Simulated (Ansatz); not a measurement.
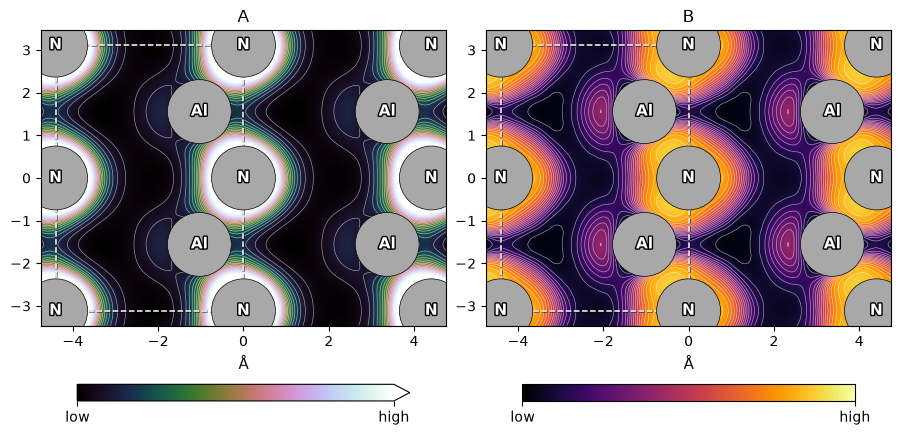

Al4N3 (cell charge +2, with a compensating background) (distorted or defective cell): 2 fields on the (101) plane of the calculation cell, with unlabelled colour scales. Grey discs cover the atomic cores.

Spin-polarised.

The calculation used DFT PBE, scalar-relativistic, plane waves, PAW in Ansatz.

### Which field does each panel show? The fields are: electron localisation function and valence pseudo-density.

Panel A: valence pseudo-density. Panel B: electron localisation function. From the grid: Al–N (1.87 Å): the density is about 0.68 e/Å³ at the midpoint; the ELF peaks at about 0.90 between the atoms.
